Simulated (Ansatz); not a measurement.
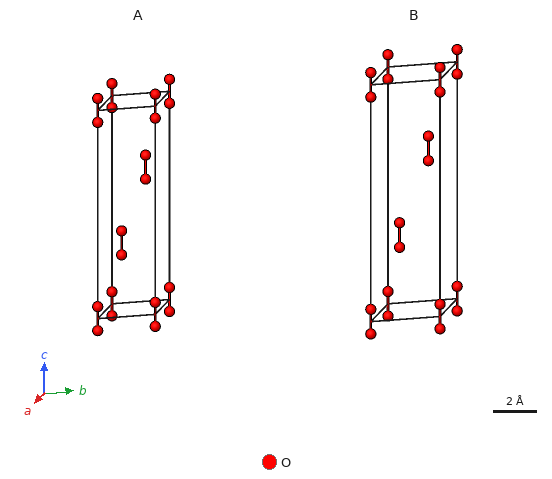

Two geometries of a crystal of O (set up in R-3m) (coarse preliminary run), drawn at one scale. One is the start of a relaxation, the other its converged end. The picture is a ball-and-stick view of the conventional cell (3 times the calculation's cell), seen slightly off an axis. Lengths and directions refer to the drawn axes.

Level of theory: DFT r2SCAN, scalar-relativistic, plane waves, PAW (Ansatz). Settings: plane-wave cutoff 500 eV; k-point mesh 12 × 12 × 12; occupations gaussian; smearing width 0.1 eV; collinear spin; cell and atoms relaxed; force threshold 0.05 eV/Å; at most 80 steps.

> Which one is relaxed?

Structure B is the relaxed one. The largest moves relative to the cell, 0.068 Å, are those of O atoms. The drawn cell changes as follows: a = b 2.847 → 3.423 Å (+20.3 %), c 10.225 → 11.631 Å (+13.8 %); the volume changes by +64.5 %. Near-neighbour distances that change, for instance: O–O 1.180 → 1.206 Å. The space group stays R-3m (No. 166). After 6 accepted moves (8 points after the start) the energy has fallen by 103 meV per atom. The largest force component goes from 2 to 0.033 eV/Å. The pressure goes from 12.36 to 0.03 GPa. At 2 points the geometry stayed and the basis and grid were re-selected for the new cell (energy shift of 11.1 meV per atom at most each time). Cost: 2.4 min on 1 thread of Arm Neoverse V2, with other jobs on the host, peak memory 0.6 GiB.
